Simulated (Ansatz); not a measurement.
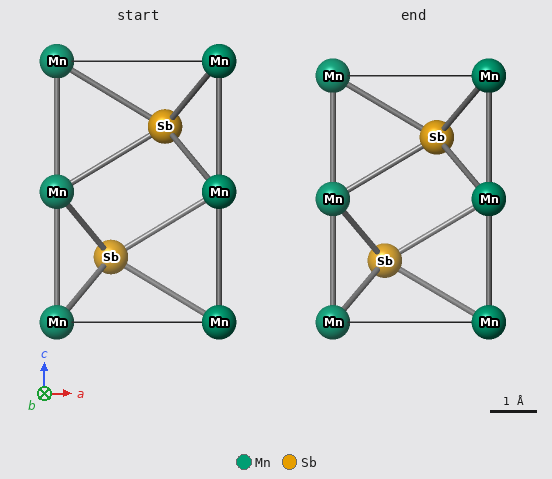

The structure of crystalline MnSb (set up in P6_3/mmc) before (left) and after (right) a relaxation, at one scale.

A ball-and-stick model of the cell of the calculation, seen along the b axis.

Method: DFT PBEsol, scalar-relativistic, plane waves, PAW in Ansatz 0.2.0.

The input:
```yaml
crystal:
  lattice:
    - [4.15, 0.0, 0.0]
    - [-2.075, 3.5940054257, 0.0]
    - [0.0, 0.0, 5.78]
  atoms:
    - { symbol: Mn, position: [0.0, 0.0, 0.0], spin: 3.77 }
    - { symbol: Mn, position: [0.0, 0.0, 0.5], spin: 3.77 }
    - { symbol: Sb, position: [0.3333333333, 0.6666666667, 0.25], spin: -0.13 }
    - { symbol: Sb, position: [0.6666666667, 0.3333333333, 0.75], spin: -0.13 }
basis:
  ecutwfc: 420
kpoints:
  mp_grid: { grid: [12, 12, 8] }
hamiltonian:
  xc: pbesol
scf:
  occupations: { method: gaussian, width: 0.1 }
output:
  forces: true
  stress: true
  eigenvalues: true
  populations: true
  write_density: true
  write_potential: true
  elf: true
  volumetric_format: npy
magnetization:
  spin_polarized: true
relax:
  adjacent_minimum: "off"
  f_tol: 0.005
  max_steps: 80
  cell: { stress_tol: 0.05 }
```

Run as
```bash
ansatz run input.yaml --threads 1 --pin off --max-ram 2560MiB --backend cpu --events-out ev --progress --plain --runs-dir out
```

Question: Summarise the run.

Answer: Over 3 accepted moves (4 points after the start) the energy falls by 0.271 eV per cell of the calculation. All forces vanish by symmetry, so only the cell relaxes. Pressure: −7.07 GPa at the start and 0.00 GPa at the end. The SCF was repeated once at an unchanged geometry on a basis and grid sized afresh for the cell, which shifted the energy by 3.3 meV per cell of the calculation at most. The atoms keep their places relative to the cell (all moves are under 0.005 Å). Cell: a = b 4.150 → 3.989 Å (−3.9 %), c 5.780 → 5.460 Å (−5.5 %). Volume −12.7 %. Among the contacts that change: Mn1–Mn2 2.890 → 2.730 Å, Mn1–Sb3 2.798 → 2.677 Å. The space group stays P6_3/mmc (No. 194).
